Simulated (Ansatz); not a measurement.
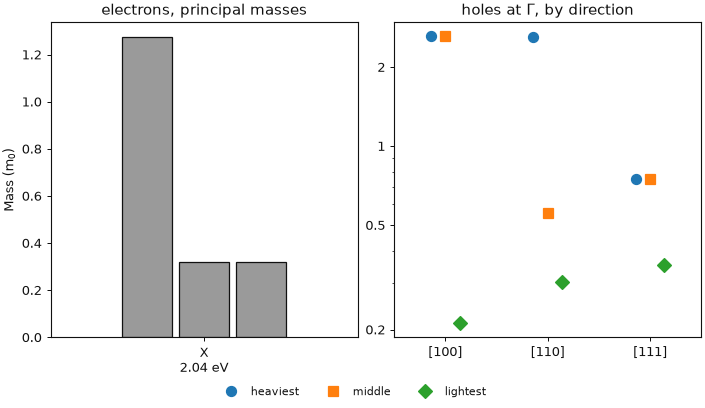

Effective masses at the band extrema of rocksalt BaS, space group Fm-3m, 2 atoms in the primitive cell, in a cell relaxed beforehand (cubic a = 6.333 Å), in units of the free-electron mass, from finite differences of the levels. Left, the three principal masses of each conduction valley, with its energy above the valence top; right, the masses of the bands that meet at the valence top.

Ansatz; PBEsol, Ansatz PAW set, no spin polarisation, no spin-orbit coupling, 8×8×8 k mesh, 420 eV cutoff.

What are the masses of the lowest valley?

Answer. It lies at X, 2.04 eV above the valence top, with one mass of 1.27 and two of 0.319. Its 3 equivalent valleys give a density-of-states mass N^(2/3) (m1 m2 m3)^(1/3) = 1.05, and averaged over them a conductivity mass 3/(1/m1 + 1/m2 + 1/m3) = 0.425.

How do the hole masses depend on direction?

Answer. Along [100] 2.61, 2.61 and 0.212; along [110] 2.61, 0.555 and 0.303; along [111] 0.752, 0.752 and 0.354.

Not shown: another valence maximum at X, 0.091 eV under the top.

Spin-orbit coupling is left out, which matters for Ba. The PAW data sets were made with another functional. LDA, GGA and most meta-GGA functionals understate gaps. Without spin-orbit coupling the bands that meet at the top aren't the heavy and light holes of experiment. An understated gap makes light masses too light.
